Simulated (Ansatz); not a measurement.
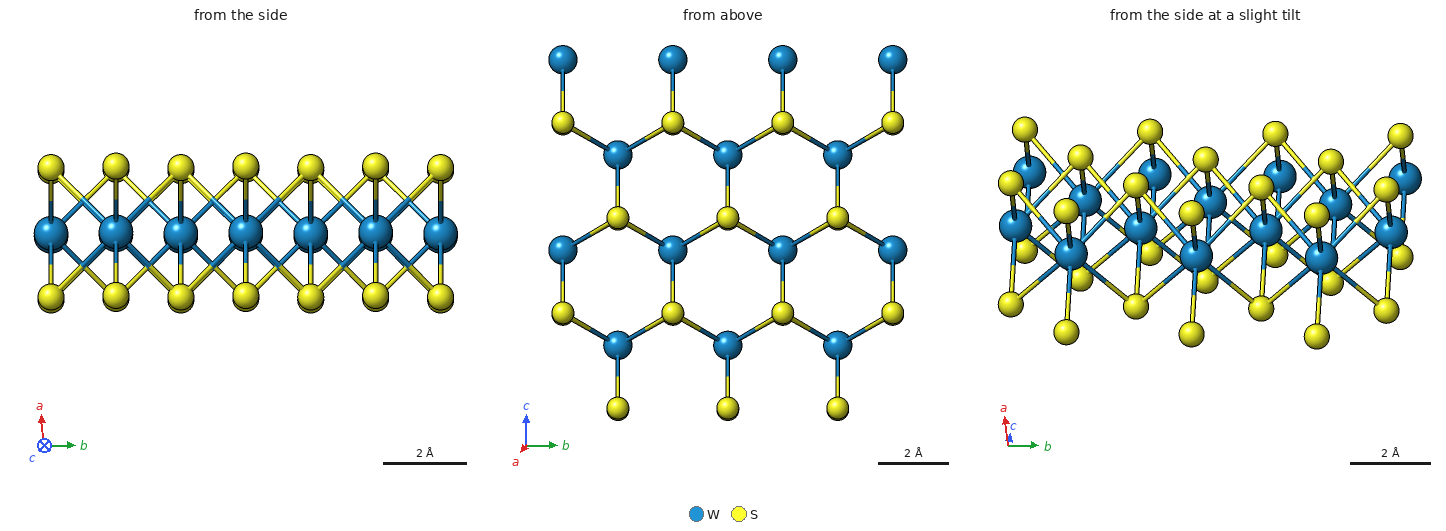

A ball-and-stick picture of a periodic sheet, seen from the side, from above and from the side at a slight tilt. The surface normal points up in side views; the vacuum is left out. 3×1 cells are drawn in the plane, with atoms at the edges repeated.

The cell holds 4 W, 8 S.

Q: What is exposed at the top and at the bottom?

A: The top face ends in S, the bottom face in S. The two faces are alike.

Q: How far does the slab extend along the normal?

A: About 3.2 Å from the lowest to the highest atom.

Q: What layers make up the slab, from top to bottom?

A: Three planes: S / W / S.

Provenance: a structure listed in the Materials Project. The cell was then strained or its atoms displaced on purpose. It went into a calculation with Ansatz.

At this level of theory the run's own cell isn't at rest (forces up to 2.8 eV/Å), so its distances can differ from those at equilibrium, the more so the softer the solid.
